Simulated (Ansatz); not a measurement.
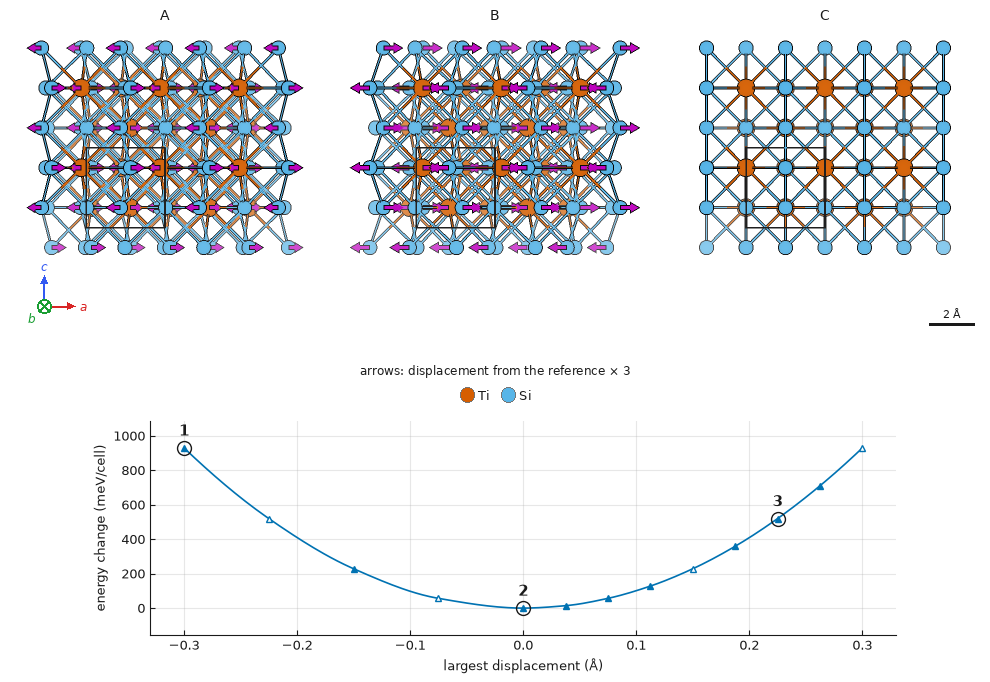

A scan of solid TiSi₂ (Cmcm): a normal mode at the zone centre is frozen in with the cell fixed, the amplitude being the largest displacement of an atom. The frames are shuffled; the numbered points of the plot belong to them. Hollow markers are points alike by symmetry, not computed again. A ball-and-stick model of the conventional cell (2 times the calculation's cell), repeated 2 × 1 × 2 with one cell outlined, seen along the b axis. Purple arrows: displacements from the reference. Lengths and directions refer to the drawn axes.

Theory: DFT PBEsol, scalar-relativistic, plane waves, PAW (Ansatz). Set-up: plane-wave cutoff 420 eV; k-point mesh 14 × 14 × 14; occupations gaussian; smearing width 0.15 eV; no spin polarisation. Energies (free energies at the smearing named) are counted from the relaxed crystal.

> Which frame belongs to which numbered point?

Point 1 is frame B (the amplitude −0.30 Å, 930 meV/cell); 2 is frame C (the amplitude 0.00 Å, 0 meV/cell); 3 is frame A (the amplitude 0.225 Å, 520 meV/cell). The harmonic wavenumber of the mode is 197 cm⁻¹, a stable vibration. Of the computed points the lowest is at the amplitude 0.00 Å, 0 meV/cell. At the ends of the scan the energy is 930 meV/cell (−0.30 Å) and 930 meV/cell (0.30 Å). The well is symmetric. At the highest point the shortest interatomic distance is 2.45 Å, against 2.39 Å in the reference. The distortion takes the space group from Cmcm to P2_1/m.
